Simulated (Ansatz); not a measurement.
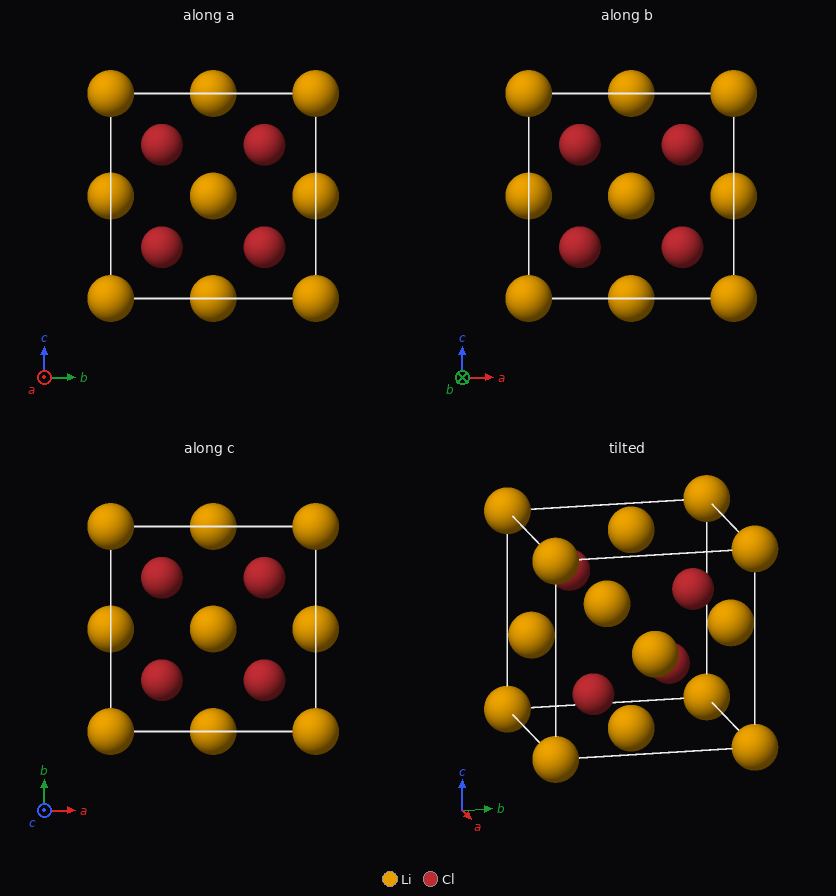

View along the a axis, along the b axis, along the c axis and slightly off an axis, drawn as a spheres-only model. The parallelepiped is the conventional unit cell.

Lattice parameters: a = 5.466 Å, b = 5.466 Å, c = 5.466 Å, α = 90.00°, β = 90.00°, γ = 90.00°.

**From the views, write a table of Wyckoff sites.**

Space group F-43m (No. 216).
```csv
atom,site,x,y,z
Li,4a,0.0000,0.0000,0.0000
Cl,4d,0.2500,0.2500,0.7500
```

The structure was taken from a structure type filled with these elements by a generator (whether the compound takes this form wasn't checked). Earlier steps of the study may have refined or changed the cell and positions. It went into a calculation with Ansatz.
